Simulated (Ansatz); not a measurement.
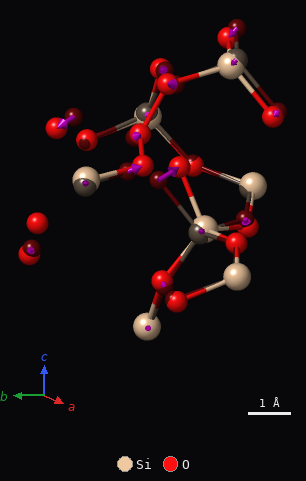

A relaxation of a defect cell of composition Si23O49. The starting structure is drawn faded, the final one solid; purple arrows show the displacements, at their true length.

A ball-and-stick model of the atoms within 4.2 Å of the atom that moves most (axes of the cell of the calculation (origin shifted)), seen from a free direction.

Method: DFT, PBEsol, PAW, plane waves (Ansatz). Settings: plane-wave cutoff 420 eV; k-point mesh 1 × 1 × 1; mesh shifted by (0.25, 0.25, 0.25); no spin polarisation; atoms relaxed in a fixed cell; force threshold 0.03 eV/Å; at most 80 steps.

**Which element moves most?**

Oxygen: up to 0.66 Å, against 0.18 Å for silicon.

**Describe the change and its energy.**

An O atom moves most: 0.66 Å along [1 −1 1]. By element the largest moves are O 0.66 Å, Si 0.18 Å. The lattice vectors keep their values. Near-neighbour distances that change, for instance: O–O 1.628 → 2.090 Å, O–O 1.663 → 2.091 Å, O–O 1.634 → 1.415 Å, O–O 1.587 → 1.415 Å. Bond angles that change, for instance: O–Si–O 109.3° → 118.5°, Si–O–Si 141.9° → 132.9°, O–Si–O 110.1° → 101.3°. The energy falls by 2.778 eV per cell of the calculation in 10 geometry steps. Largest force component: 3.6 eV/Å at the start, 0.014 eV/Å at the end.
